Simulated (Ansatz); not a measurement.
**C: density, localisation and related maps**

The calculation's input:

```
crystal:
  lattice:
    - [0.0, 2.2451471039, 3.1960314833]
    - [1.2962761297, 0.0, 3.1960314833]
    - [1.2962761297, 2.2451471039, 0.0]
  atoms:
    - { symbol: C, position: [0.1667039277, 0.8332960723, 0.1667039277] }
    - { symbol: C, position: [0.8332960723, 0.1667039277, 0.8332960723] }
basis:
  ecutwfc: 500
kpoints:
  mp_grid: { grid: [14, 14, 14] }
hamiltonian:
  xc: r2scan
scf:
  occupations: { method: gaussian, width: 0.05 }
output:
  forces: true
  stress: true
  eigenvalues: true
  write_density: true
  write_potential: true
  elf: true
  volumetric_format: npy
```

Launched as:

```sh
ansatz run input.yaml --threads 1 --pin off --max-ram 2560MiB --backend cpu --events-out ev --progress --plain --runs-dir out
```

Below, planes, directions and counts refer to the conventional cell (a = 2.59 Å, b = 4.49 Å, c = 6.39 Å, α = 90.00°, β = 90.00°, γ = 90.00°).

Space group Fmmm; computed pressure about −37 GPa in this cell.

Theory: DFT r2SCAN, scalar-relativistic, plane waves, PAW (Ansatz).

Core electrons are frozen (PAW), and the valence fields are smoothed inside the atomic spheres.

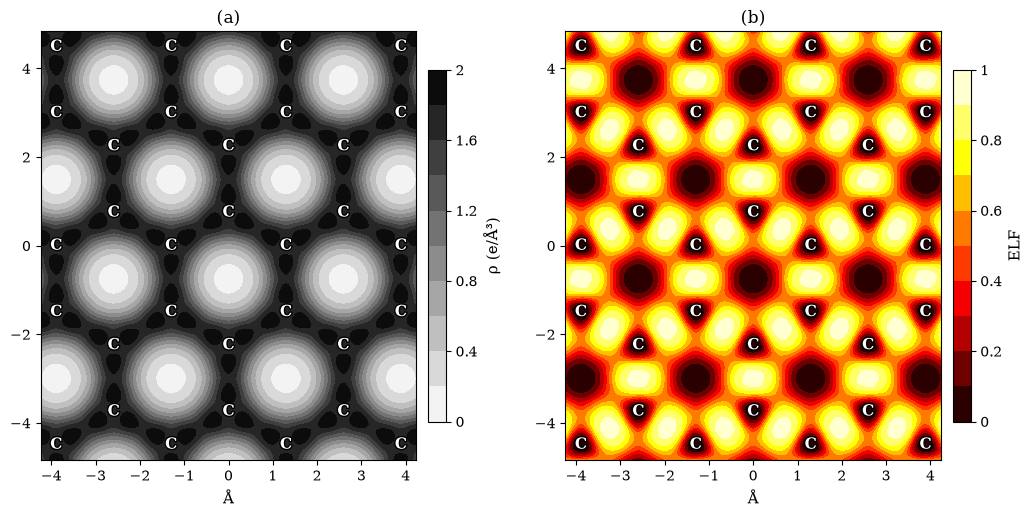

Figure 1. (a) valence pseudo-density; (b) electron localisation function on the (001) plane of the conventional cell.

### What does the map show?

The section cuts through C sites.
C–C (1.50 Å): ρ at the midpoint is about 1.8 e/Å³; the ELF peaks at about 0.95 between the atoms.
Between the atoms the lowest density in this plane is 0.11 e/Å³.

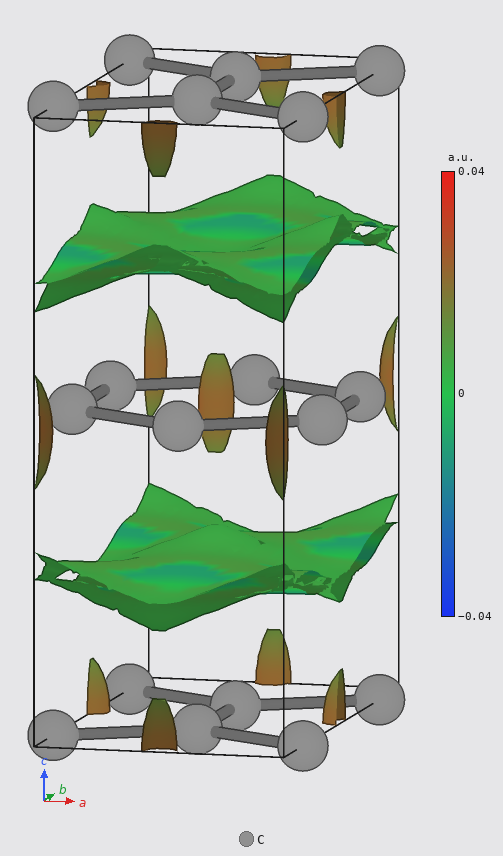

Figure 2. Non-covalent interaction (NCI) plot: the surface where the reduced density gradient is 0.5, for densities under 0.05 a.u., coloured by sign(λ₂)ρ; seen slightly off an axis.

### Which non-covalent interactions does the plot reveal?

Sheets between layers or molecules: a weak contact (green) (×2); inside the ring or cage of C: steric crowding (red) (×4).

### Metal or insulator at this level of theory?

It is gapless in this calculation (a metal or semimetal).
